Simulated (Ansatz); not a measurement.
Single-point calculation, with input and output: Ni

- system: Ni (Fmmm, 5 atoms in the cell)
- method: DFT, PBE, plane waves, PAW, spin-polarised (Ansatz 0.2.0)

The structure derives from a Materials Project entry. Figures and captions count atoms from 1; the log counts them from 0 in places.

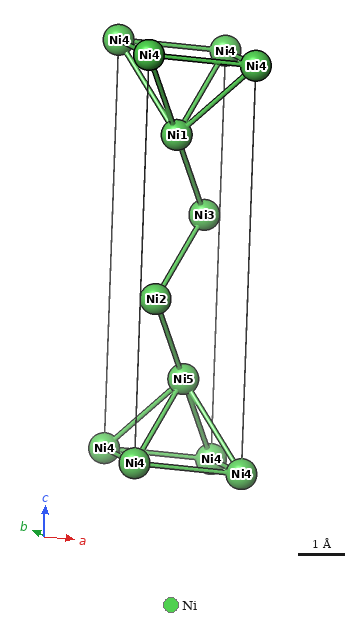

Figure 1. The input geometry (ball-and-stick view of the reduced cell, seen slightly off an axis; atoms are numbered from 1 in the order of the input). An atom can appear more than once, as a periodic image.

The input
```yaml
crystal:
  lattice:
    - [3.5566632851, 0.0, -1.0e-10]
    - [-1.7783316425, 9.2404822727, 0.0]
    - [-1.7783316425, 0.0, 1.6983899179]
  atoms:
    - { symbol: Ni, position: [0.4, 0.8, 0.0], spin: 0.76 }
    - { symbol: Ni, position: [0.2, 0.4, 0.0], spin: 0.76 }
    - { symbol: Ni, position: [0.8, 0.6, 0.0], spin: 0.76 }
    - { symbol: Ni, position: [0.0, 0.0, 0.0], spin: 0.76 }
    - { symbol: Ni, position: [0.6, 0.2, 0.0], spin: 0.76 }
  symmetry: { detect: false }
basis:
  ecutwfc: 420
kpoints:
  mp_grid: { grid: [10, 4, 20] }
hamiltonian:
  xc: pbe
scf:
  occupations: { method: gaussian, width: 0.1 }
  convergence: { dr2_threshold: 1.0e-08 }
output:
  forces: true
  eigenvalues: true
  stress: true
magnetization:
  spin_polarized: true
```

Machine: 8 threads of Intel Xeon @ 2.50GHz (Skylake/Cascade Lake), 192 GiB of memory available, shared host.

Run as:
```bash
ansatz run input.yaml --threads 8 --pin off --max-ram 28672MiB --backend cpu --events-out ev --progress --plain --runs-dir out
```

The program's output
```
Warning: output.stress: scf.convergence.dr2_threshold = 1e-8 eV is looser than the 5e-10 eV advised for a printed stress (1e-10 eV for each atom of the cell: 5). What an SCF threshold leaves in a stress goes as its square root, and in the free energy as the threshold itself, and one threshold admits the most on a small cell: of the crystals measured, under no hybrid functional and no lock of the moments, on runs that ended without the residual-converged pass, on stresses that held no estimate of that error, the worst erred by over 100 MPa in a component at 1e-7 eV an atom and by under 5 at 1e-10. Set scf.convergence.dr2_threshold to 5e-10 eV or tighter. The threshold is an SCF's pass mark: one that does not reach it within its budget of iterations ends unconverged, or closes short of it on a stop that the run arms, and scf.convergence.dr2_threshold's page says what that costs each kind of run
Engine: ansatz 0.2.0, x86_64-unknown-linux-gnu
Pseudopotentials: kind: paw
Pseudopotential: Ni, paw, valence charge 18, recommended cutoff 420 eV (normal), Ni.paw.azcp
Functional definition: PBE
  parameter kappa = 0.804
  parameter beta = 0.06672455060314922
  exchange = pbe_x(kappa = kappa, mu = beta*pi^2/3)
  correlation = pbe_c(beta = beta)
Crystal: 5 atoms, lattice volume = 55.818 Å³
Basis set: ecut = 420 eV, 1083 PW (Γ), exchange–correlation on 48×128×36 points (8 copies of the dense FFT grid, shifted against one another)
Bands: 57, of which v1, the nominal top of the filled ones, is band 45 counted from 1 (44 counted from 0)
Symmetry: 1 space group operations
k-points: 404 of 800 (time reversal used)
Non-local potential: Ni, projectors of the file, l = 0: 3, l = 1: 2, l = 2: 3, l = 3: 1
PAW form: soft (Blöchl's): semilocal exchange-correlation on the pseudo side does not see the compensation charge
PAW one-centre angular grid: Ni, 590 points (default); XC on 64 Gauss nodes
Initial density: superposition of atomic densities (chi_scale 0.1, normalization cell)
Starting moments: Σ|m| = 3.8 μB on 5 of 5 sites
Initial wavefunctions: pseudopotential atomic-orbital guess
Functional: x = pbe(κ = 0.804, μ = 0.2195149727645171), c = pbe(β = 0.06672455060314922)
iter 1 solved again at ethr=2.36e-3 eV; its pass at ethr=3.10e-3 eV (dr2=2.12e0 eV) is discarded
SCF iter   1: F=—  HF=-29194.636511 eV  |F-HF|=—  |Δ(HF+E_count)|=         —  Δρ=7.38e-2 (↑9.87e-3 ↓7.38e-2)  dr2=2.12e0  dr2_m=6.22e-1  M=4.211 μB ∫|m|=4.466 μB  β_m=0.30  ethr=2.36e-3  ⟨swp⟩=1.8  Hψ=193768  notcnv=0
Mixer restart at iter 1: flushing history
preconditioner: auto → Kerker (q_TF=auto, 2.954 Å⁻¹)  [metal: Δε(μ)=0.001 eV  Ē_g=8.756 eV  σ=0.100 eV  W_gap=0.00  n_scr=24 (ndim 8)  ℏωp=35.1 eV  f_vac=0.000  D(μ)=8.76/eV (n_scr^D=134)]
spin=Collinear: Kerker preconditioning applied to the charge; magnetization (m = ρ↑ − ρ↓) channel mixes plain (no charge-response kernel on spin).
SCF iter   2: F=—  HF=-29194.489679 eV  |F-HF|=—  |Δ(HF+E_count)|=   1.47e-1  Δρ=2.34e-2 (↑2.34e-2 ↓1.50e-2)  dr2=7.26e-2  dr2_m=1.18e-1  M=3.823 μB ∫|m|=4.140 μB  β_m=0.31  ethr=2.36e-3  ⟨swp⟩=2.1  Hψ=71130  notcnv=0
SCF iter   3: F=—  HF=-29196.011616 eV  |F-HF|=—  |Δ(HF+E_count)|=    1.52e0  Δρ=1.87e-2 (↑1.87e-2 ↓1.05e-2)  dr2=1.28e-1  dr2_m=3.06e-2  M=3.686 μB ∫|m|=4.038 μB  β_m=0.65  ethr=8.07e-5  ⟨swp⟩=2.0  Hψ=79637  notcnv=0  defer=2682
SCF iter   4: F=—  HF=-29198.290232 eV  |F-HF|=—  |Δ(HF+E_count)|=    2.28e0  Δρ=2.45e-2 (↑1.32e-2 ↓2.45e-2)  dr2=4.58e-1  dr2_m=2.16e-2  M=3.358 μB ∫|m|=3.792 μB  β_m=0.83  ethr=8.07e-5  ⟨swp⟩=2.1  Hψ=84441  notcnv=0  defer=2690
SCF iter   5: F=—  HF=-29198.531514 eV  |F-HF|=—  |Δ(HF+E_count)|=   2.41e-1  Δρ=3.56e-3 (↑1.42e-3 ↓3.56e-3)  dr2=7.29e-3  dr2_m=1.88e-3  M=3.276 μB ∫|m|=3.735 μB  β_m=0.91  ethr=8.07e-5  ⟨swp⟩=2.0  Hψ=88008  notcnv=0  defer=2984
SCF iter   6: F=—  HF=-29198.532778 eV  |F-HF|=—  |Δ(HF+E_count)|=   1.26e-3  Δρ=3.62e-3 (↑1.69e-3 ↓3.62e-3)  dr2=1.02e-2  dr2_m=6.09e-4  M=3.276 μB ∫|m|=3.737 μB  β_m=0.90  ethr=8.10e-6  ⟨swp⟩=2.0  Hψ=69665  notcnv=0  defer=2984
SCF iter   7: F=—  HF=-29198.535404 eV  |F-HF|=—  |Δ(HF+E_count)|=   2.63e-3  Δρ=1.99e-3 (↑9.35e-4 ↓1.99e-3)  dr2=3.55e-3  dr2_m=1.66e-4  M=3.271 μB ∫|m|=3.735 μB  β_m=0.67  ethr=8.10e-6  ⟨swp⟩=2.0  Hψ=63414  notcnv=0  defer=2984
SCF iter   8: F=—  HF=-29198.535665 eV  |F-HF|=—  |Δ(HF+E_count)|=   2.61e-4  Δρ=1.80e-4 (↑1.12e-4 ↓1.80e-4)  dr2=4.15e-5  dr2_m=1.43e-6  M=3.265 μB ∫|m|=3.730 μB  β_m=0.82  ethr=3.94e-6  ⟨swp⟩=2.0  Hψ=63164  notcnv=0  defer=2984
SCF iter   9: F=—  HF=-29198.535678 eV  |F-HF|=—  |Δ(HF+E_count)|=   1.32e-5  Δρ=9.11e-5 (↑4.70e-5 ↓9.11e-5)  dr2=5.74e-6  dr2_m=7.06e-7  M=3.265 μB ∫|m|=3.731 μB  β_m=0.77  ethr=4.61e-8  ⟨swp⟩=2.4  Hψ=71774  notcnv=0  defer=2984
SCF iter  10: F=—  HF=-29198.535679 eV  |F-HF|=—  |Δ(HF+E_count)|=   1.87e-7  Δρ=9.33e-5 (↑4.23e-5 ↓9.33e-5)  dr2=6.42e-6  dr2_m=5.49e-7  M=3.265 μB ∫|m|=3.730 μB  β_m=0.64  ethr=6.37e-9  ⟨swp⟩=2.4  Hψ=79328  notcnv=0  defer=2984
SCF iter  11: F=—  HF=-29198.535679 eV  |F-HF|=—  |Δ(HF+E_count)|=   3.12e-7  Δρ=8.81e-5 (↑2.32e-5 ↓8.81e-5)  dr2=6.86e-6  dr2_m=6.23e-7  M=3.265 μB ∫|m|=3.731 μB  β_m=0.75  ethr=6.37e-9  ⟨swp⟩=1.6  Hψ=56727  notcnv=0  defer=2984
SCF iter  12: F=—  HF=-29198.535679 eV  |F-HF|=—  |Δ(HF+E_count)|=   1.79e-7  Δρ=1.31e-5 (↑1.12e-5 ↓1.31e-5)  dr2=4.58e-7  dr2_m=3.26e-9  M=3.265 μB ∫|m|=3.731 μB  β_m=0.59  ethr=6.37e-9  ⟨swp⟩=1.7  Hψ=56333  notcnv=0  defer=2984
SCF iter  13: F=—  HF=-29198.535679 eV  |F-HF|=—  |Δ(HF+E_count)|=   5.16e-8  Δρ=4.91e-6 (↑4.91e-6 ↓4.61e-6)  dr2=3.95e-8  dr2_m=7.09e-9  M=3.265 μB ∫|m|=3.731 μB  β_m=0.80  ethr=5.09e-10  ⟨swp⟩=1.0  Hψ=46056  notcnv=0  defer=2984
SCF iter  14: F=—  HF=-29198.535679 eV  |F-HF|=—  |Δ(HF+E_count)|=   1.50e-8  Δρ=1.23e-5 (↑4.41e-6 ↓1.23e-5)  dr2=1.23e-7  dr2_m=9.28e-9  M=3.265 μB ∫|m|=3.731 μB  β_m=0.80  ethr=4.38e-11  ⟨swp⟩=2.1  Hψ=68389  notcnv=0  defer=2984
SCF iter  15: F=—  HF=-29198.535679 eV  |F-HF|=—  |Δ(HF+E_count)|=   1.08e-8  Δρ=4.58e-6 (↑2.64e-6 ↓4.58e-6)  dr2=1.95e-8  dr2_m=1.10e-9  M=3.265 μB ∫|m|=3.731 μB  β_m=0.68  ethr=4.38e-11  ⟨swp⟩=2.1  Hψ=70291  notcnv=0  defer=2984
SCF iter  16: F=—  HF=-29198.535679 eV  |F-HF|=—  |Δ(HF+E_count)|=   2.61e-9  Δρ=1.63e-6 (↑8.39e-7 ↓1.63e-6)  dr2=2.54e-9  dr2_m=1.17e-10  M=3.265 μB ∫|m|=3.731 μB  β_m=0.58  ethr=2.16e-11  ⟨swp⟩=2.0  Hψ=62136  notcnv=0  defer=2984
SCF iter  17: F=-29198.535679 eV  HF=-29198.535679 eV  |F-HF|=3.06e-9  |Δ(HF+E_count)|=  3.02e-10  Δρ=1.75e-6 (↑3.72e-7 ↓1.75e-6)  dr2=3.27e-9  dr2_m=2.90e-10  M=3.265 μB ∫|m|=3.731 μB  ethr=2.82e-12  ⟨swp⟩=6.9  Hψ=188120  notcnv=0
SCF 1 converged in 17 iterations: F = -29198.535679 eV  dr2 = 3.27e-9
  greatest PAW one-centre occupation: 1.001 electrons in one spin orbital (limit 2), on the Ni atom at site 1 (counted from 0), in its partial waves of l = 1
```

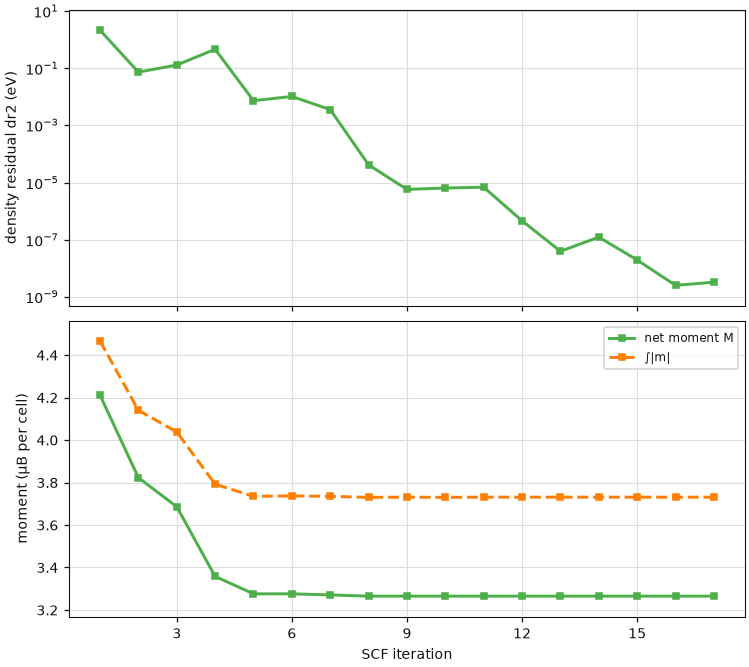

Figure 2. Convergence of the self-consistent field: density residual dr2 and magnetic moment against the SCF iteration. The residual falls unevenly and jumps up by a factor of two or more 2 times on the way down. The net moment goes from 4.2 to 3.3 μB per cell.

```
SCF converged after 17 iterations
Magnetization: 3.2655 μB (46.6327 up, 43.3673 down)
Absolute magnetization: 3.7348 μB (∫|ρ↑−ρ↓|, with the PAW one-centre terms)
Spin contamination: 0.0381 ħ² per cell (⟨S²⟩ above its minimum at these occupations)
Per-site moments (μB) at R_I (Å): [(0.6946454876147963, 1.0143635634869683), (0.6946438524587134, 1.0143635634869683), (0.6946427932868665, 1.0143635634869683), (0.6946526597396719, 1.0143635634869683), (0.6946432179534952, 1.0143635634869683)]
Free energy (F): -29198.535679 eV
Harris-Foulkes:  -29198.535679 eV  (|F-HF|=3.06e-9)
Internal energy: -29198.490031 eV  (E = F + TS)
E sigma→0 (E₀):  -29198.512855 eV
Entropy (-TS):   -0.045648 eV (-9.130 meV/atom)
Fermi energy:    17.601097 eV
--- Per-component energies (eV) ---
  E_band       = -1468.798270
  E_kinetic    = 1408.052426
  E_local      = -17399.489903  (includes V_loc(G=0)·N_el)
  E_nonlocal   = 3179.178811
  E_hartree    = 7258.004267
  E_xc         = -422.695812
  E_vxc        = -544.973366  (∫ρ·V_xc dr)
  E_paw        = -8149.463149  (= ΣΔE_a)
  E_vpaw       = -2627.575177  (= ΣTr[D̂ρ^β])
  E_aug_tail   = 0.002494  (compensation charges beyond the density's cutoff)
  E_ewald      = -15072.079165
  E_smearing   = -0.045648  (= −TS)
  E_closure    = -0.000000  (closes the sum)
  Σ components = -29198.535679   (vs F -29198.535679, Δ=0.00e0)
--- Forces (eV/Å), atoms counted from 1 ---
  atom   1  Ni     0.00000000    -0.00000560    -0.00000000
  atom   2  Ni     0.00000003     0.00000127     0.00000001
  atom   3  Ni     0.00000000    -0.00000234     0.00000001
  atom   4  Ni    -0.00000002     0.00000080    -0.00000001
  atom   5  Ni    -0.00000000     0.00000588    -0.00000000
  max |Σ_I F_I| component: 2.15e-9 eV/Å
--- Stress (GPa, compression-positive) ---
       -3.425331       0.059802      -0.000001
        0.059802      -9.342189       0.000000
       -0.000000       0.000000       0.000377
  P = ⅓ Tr σ = -4.2557 GPa (-42.557 kbar)
--- Band table (eV; the first three rows and the last of 808) ---
  k-point 0 ↑: bands = ["-86.0409", "-86.0291", "-86.0291", "-86.0099", "-86.0099", "-46.4890", "-46.4890", "-46.3891", "-46.3891", "-46.3555", "-46.3555", "-46.3520", "-46.3520", "-46.3269", "-46.3269", "-46.3260", "-46.3133", "-46.3133", "-46.3092", "-46.2894", "8.6566", "10.4420", "10.4420", "12.9296", "12.9296", "13.6493", "13.6493", "14.4402", "14.4402", "14.9641", "15.2060", "15.4475", "15.6183", "15.6183", "15.7796", "15.7796", "15.9039", "15.9039", "16.0895", "16.5596", "16.7081", "16.7081", "16.8125", "16.8125", "16.9143", "16.9143", "17.0001", "17.0001", "17.3107", "17.3107", "28.1340", "28.1340", "33.8007", "33.8007", "33.8853", "33.8853", "37.8189"]
  k-point 1 ↑: bands = ["-86.0398", "-86.0283", "-86.0283", "-86.0097", "-86.0097", "-46.4871", "-46.4871", "-46.3928", "-46.3928", "-46.3589", "-46.3589", "-46.3525", "-46.3525", "-46.3298", "-46.3298", "-46.3280", "-46.3133", "-46.3133", "-46.3118", "-46.2944", "8.7964", "10.5655", "10.5655", "13.0153", "13.0153", "13.6858", "13.6858", "14.4576", "14.4576", "15.0029", "15.2363", "15.3948", "15.4579", "15.4579", "15.8920", "15.8920", "15.9596", "15.9596", "16.1087", "16.3380", "16.3380", "16.5228", "16.7032", "16.7032", "16.8097", "16.8097", "16.9562", "16.9562", "17.9601", "17.9601", "28.2160", "28.2160", "32.8589", "32.8589", "33.2400", "33.2400", "36.7248"]
  k-point 2 ↑: bands = ["-86.0366", "-86.0260", "-86.0260", "-86.0090", "-86.0089", "-46.4817", "-46.4817", "-46.4027", "-46.4027", "-46.3688", "-46.3687", "-46.3538", "-46.3538", "-46.3381", "-46.3381", "-46.3335", "-46.3191", "-46.3141", "-46.3141", "-46.3089", "9.2100", "10.9266", "10.9266", "13.2572", "13.2572", "13.7964", "13.7964", "14.5031", "14.5031", "15.1186", "15.2431", "15.2962", "15.2962", "15.3269", "15.6888", "15.6888", "15.8659", "15.8659", "16.1221", "16.1221", "16.1597", "16.4231", "16.7512", "16.7512", "16.8016", "16.8016", "16.8229", "16.8229", "18.8337", "18.8337", "28.4676", "28.4676", "31.1526", "31.1526", "31.9018", "31.9018", "34.8399"]
  k-point 403 ↓: bands = ["-85.1407", "-85.1407", "-85.1407", "-85.1407", "-85.1407", "-45.6659", "-45.6518", "-45.6518", "-45.6247", "-45.6247", "-45.5456", "-45.5456", "-45.5201", "-45.5201", "-45.5068", "-45.4710", "-45.4710", "-45.4695", "-45.4695", "-45.4688", "13.2796", "13.4001", "13.4001", "13.6632", "13.6633", "15.2211", "15.2211", "15.4320", "15.4320", "15.5681", "15.5681", "15.6400", "16.0974", "16.1102", "16.1102", "16.2234", "16.2234", "16.4966", "16.4966", "17.2087", "17.2190", "17.2190", "17.5505", "17.5505", "17.6733", "17.8584", "18.7307", "18.7307", "19.2168", "19.2168", "23.4881", "24.4392", "24.4392", "27.0986", "27.0986", "31.1167", "31.1167"]
```

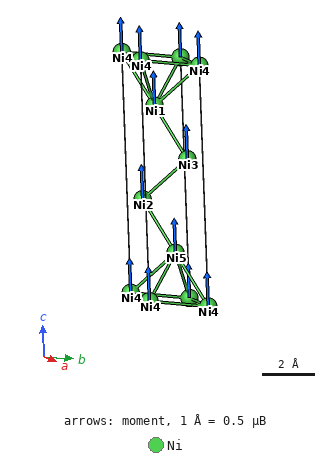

Figure 3. Magnetic moments of the sites as blue arrows (ball-and-stick view of the reduced cell, seen slightly off an axis; atoms are numbered from 1 in the order of the input); small moments hardly show. The run is collinear, so the axis drawn is arbitrary. Site moments: all 5 Ni atoms (0.69 μB). They are counted near the atoms and needn't add up to the moment of the cell.

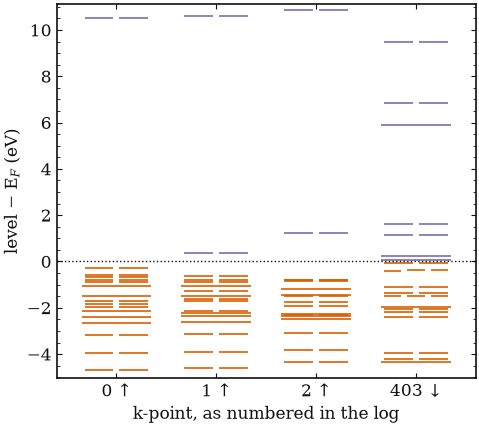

Figure 4. Kohn–Sham levels near the Fermi level (dotted) at the few k-points that the log prints; levels within 0.02 eV of each other stand side by side. The system is metallic on the full mesh.

Key numbers

| quantity | value |
| --- | --- |
| outcome | converged |
| space group (tolerance 0.01 Å) | Fmmm (69) |
| electrons treated | 90 |
| free energy | −29198.5357 eV |
| Fermi energy | 17.601 eV |
| gap on the k-point mesh | none (metallic) |
| net moment of the cell | 3.27 μB |
| integrated absolute moment | 3.73 μB |
| pressure | −4.26 GPa |
| largest force (length of the vector) | under 0.001 eV/Å |
| wall time | 90 s (CPU time 11 min) |
| peak memory | 2.3 GiB |

Remarks

Settings chosen away from the usual ones: scf.convergence.dr2_threshold set to 1e-08; crystal.symmetry set to {"detect": false}. Warnings of the run: the SCF threshold is looser than advised for the printed stress.
